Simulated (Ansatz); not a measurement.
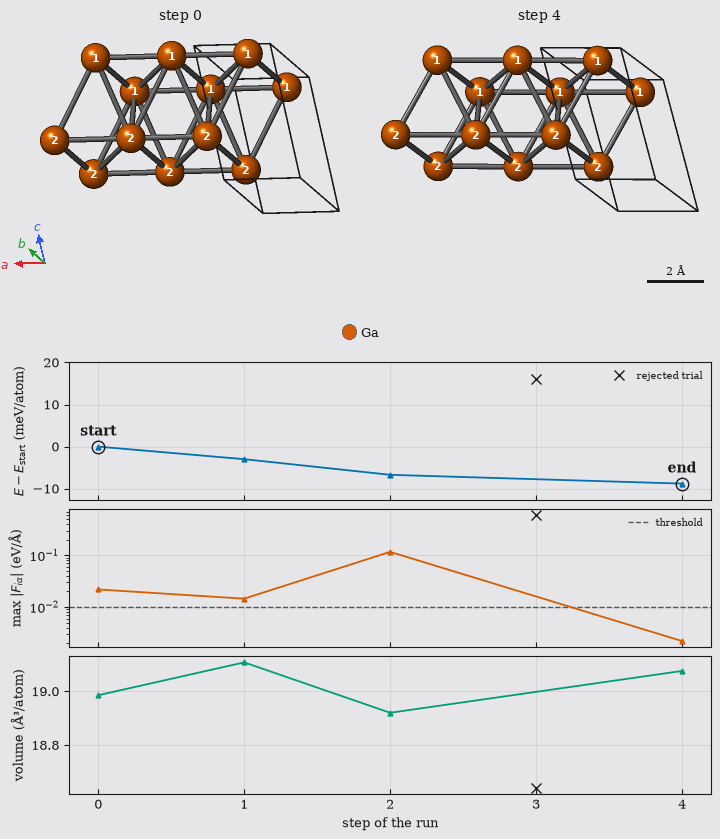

First and last geometry of a relaxation of crystalline Ga (a generated structure, set up in P-1), with the history of the run. Style: ball-and-stick. Shown: the cell of the calculation, repeated 3 × 2 × 1 with one cell outlined, from a free direction.

Theory: DFT PBE, scalar-relativistic, plane waves, PAW (Ansatz 0.2.0). Settings: plane-wave cutoff 420 eV; k-point mesh 22 × 20 × 12; occupations gaussian; smearing width 0.1 eV; no spin polarisation; cell and atoms relaxed; force threshold 0.01 eV/Å; at most 80 steps.

Did the run converge, and what did it change?

The run was cut off at its time limit before the program reported convergence, but its last step already meets the force threshold: the largest component is 0.0022 eV/Å against 0.01 eV/Å. The pressure is within 0.01 GPa of its target. The largest moves relative to the cell, 0.12 Å, are those of Ga1 and Ga2. Ga1 goes roughly along [1 −3 0]. Cell: a 2.764 → 2.904 Å (+5.0 %), b 2.905 → 2.916 Å (+0.4 %), c 5.355 → 5.346 Å (−0.2 %), α 78.8° → 79.5°, β 78.2° → 74.9°, γ 65.3° → 61.0°. Volume +0.5 %. Some distances before and after: Ga1–Ga2 3.337 → 3.089 Å, Ga1–Ga1 2.764 → 2.904 Å, Ga1–Ga2 (another image) 3.177 → 3.049 Å, Ga1–Ga1 (another image) 3.062 → 2.955 Å. Among the angles between lasting bonds that change: Ga1–Ga2–Ga1 172.4° → 163.6°, Ga1–Ga2–Ga2 112.5° → 117.0°, Ga1–Ga2–Ga2 67.5° → 63.0°. The space group stays P-1 (No. 2). After 3 accepted moves (4 points after the start) the energy has fallen by 8.8 meV per atom. Largest force component: 0.022 eV/Å at the start, 0.0022 eV/Å at the end. The pressure goes from 0.54 to −0.01 GPa. The line search rejected the trial step at point 3 of the run.

| step | E − E(0), meV/atom | largest force component, eV/Å | pressure, GPa | volume, Å³/atom | note |
| --- | --- | --- | --- | --- | --- |
| 0 | 0.00 | 0.0219 | 0.54 | 18.986 |  |
| 1 | -2.99 | 0.0145 | 0.12 | 19.108 |  |
| 2 | -6.70 | 0.1165 | 0.44 | 18.920 |  |
| 3 | 16.10 | 0.5901 | 1.86 | 18.640 | rejected |
| 4 | -8.80 | 0.0022 | -0.01 | 19.076 |  |
